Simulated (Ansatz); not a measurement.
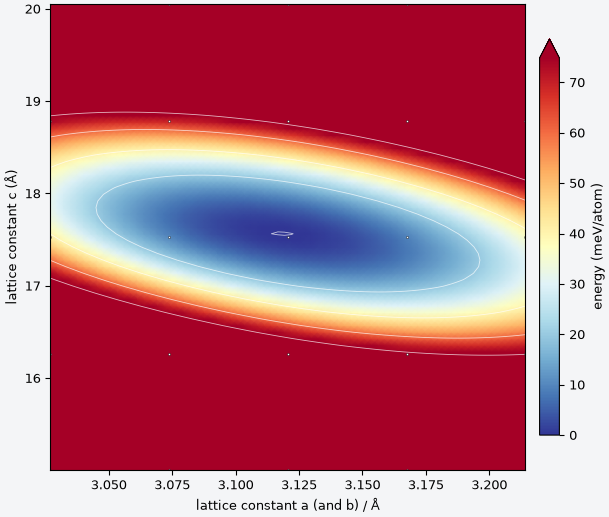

WS2 (R3m, No. 160; 3 atoms in the cell). The energy is mapped over the lattice constants a and c of the conventional cell. The first coordinate is: lattice constant a (and b); the second: lattice constant c. Nothing is relaxed (fractional coordinates fixed). Grid: 5 × 5 points. Energies: meV/atom, counted from the lowest grid point. The band gap closes in part of the range. Level of theory: DFT PBEsol+D3(BJ), scalar-relativistic, plane waves, PAW (Ansatz). Settings: cutoff 420 eV, k-mesh 12×12×12, gaussian smearing 0.05 eV, no spin polarisation.

In the figure: a smooth colour map with a few white contour lines, dots at the grid points, one colour for all values above the top of the scale. Between grid points the surface is interpolated.

Where is the minimum, and how stiff is the well along each coordinate?

The interpolated minimum is at lattice constant a (and b) ≈ 3.121 Å, lattice constant c ≈ 17.53 Å. The curvatures there are about 26 eV/Å² and 0.36 eV/Å², with a cross term of about 1.4 eV/Å² (per cell of 3 atoms). Round the minimum the valley is somewhat tilted: raising lattice constant a (and b) shifts the best value of lattice constant c downwards (coupling k₁₂/√(k₁₁k₂₂) about 0.5).

PAW datasets: the set soft_1.
